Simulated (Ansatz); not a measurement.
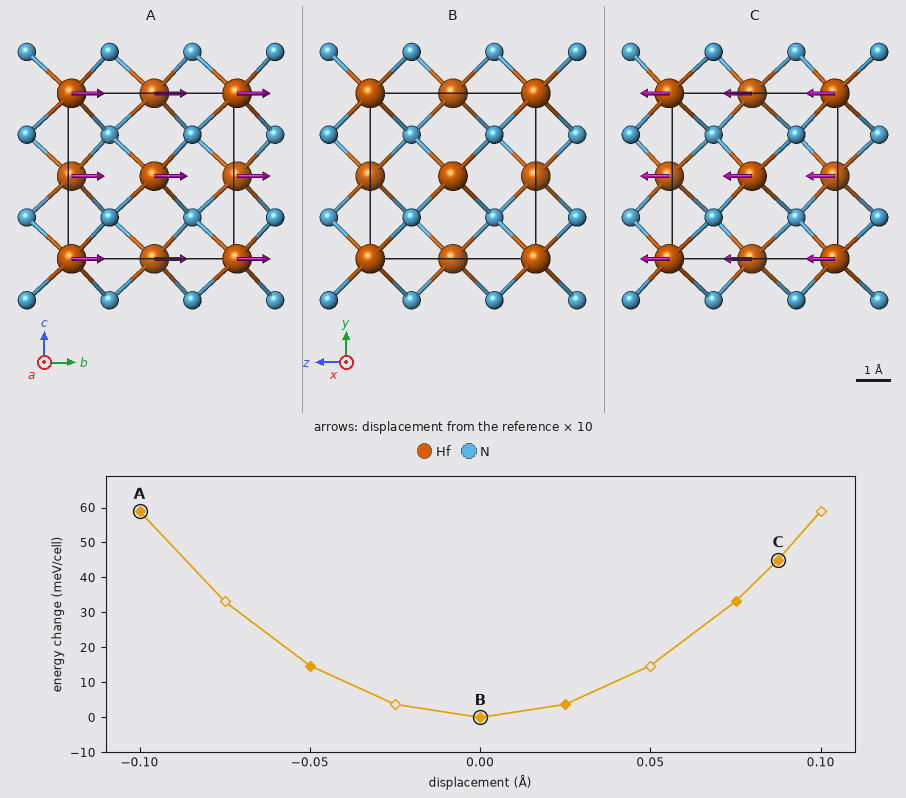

Crystalline HfN (F-43m): the whole Hf sublattice is shifted rigidly, along Cartesian [0 0 1], all else fixed. The lettered frames are marked on the plot. Hollow markers are points alike by symmetry, not computed again. The picture is a ball-and-stick view of the conventional cell (4 times the calculation's cell), seen along the a axis. Purple arrows: displacements from the reference. Lengths and directions refer to the drawn axes.

The calculation used DFT r2SCAN, scalar-relativistic, plane waves, PAW in Ansatz 0.2.0. (plane-wave cutoff 500 eV; k-point mesh 16 × 16 × 16; occupations gaussian; smearing width 0.15 eV; no spin polarisation). Energies (free energies at the smearing named) are counted from the cell as listed in its source, which wasn't relaxed.

Q: Read off the main features of the energy profile.

A: The lowest computed point lies at the displacement 0.00 Å (0.0 meV/cell). The curvature at zero is about 12 eV/Å² per cell. The well is symmetric. At the highest point the shortest interatomic distance is 2.07 Å, against 2.13 Å in the reference. The distortion takes the space group from F-43m to Imm2.
